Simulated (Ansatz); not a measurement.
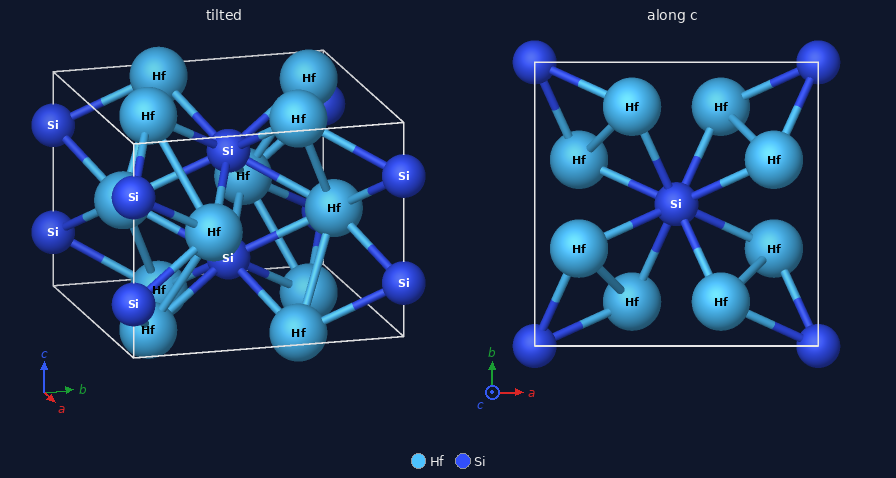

An orthographic ball-and-stick view of the structure, slightly off an axis and along the c axis. The parallelepiped is the conventional unit cell. Cell: a = 6.56 Å, b = 6.56 Å, c = 5.17 Å, α = 90.00°, β = 90.00°, γ = 90.00°.

The starting point was a structure listed in the Materials Project. Earlier steps of the study may have refined or changed the cell and positions. A calculation with Ansatz used it as input.

### Give a description of the structure.

It has the composition Hf₂Si. Its lattice is body-centred tetragonal, its space group I4/mcm (No. 140). Cell content 8 Hf, 4 Si; Z = 4. Hf bonds to four Si and three Hf (about 2.8 Å to Si, 2.9 to 3.1 Å to Hf). Not all metal-metal contacts are counted. The bonds build a three-dimensional framework.

Electronic-structure method: DFT r2SCAN, scalar-relativistic, plane waves, PAW (Ansatz). Parameters: a cutoff energy of 500 eV, k-points about 0.15 Å⁻¹ apart, Gaussian smearing of 0.1 eV, no spin polarisation.

### What does the calculation say: metal or gapped?

A metal: bands cross the Fermi level.

### How charged are the atoms, by the Bader scheme?

Hf +0.84 e; Si -1.67 e.

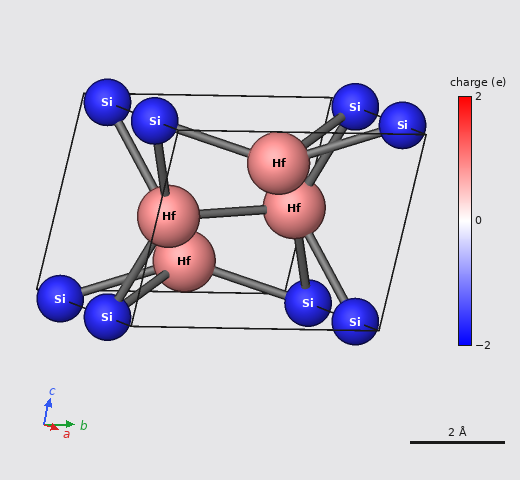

The atoms coloured by those charges. The run's cell of 6 atoms is drawn in a reduced setting, so axes and origin can differ from the first picture.

### Is the structure in equilibrium?

Yes. All forces vanish to within 0.01 eV/Å. The pressure is 0.0 GPa, close to zero.
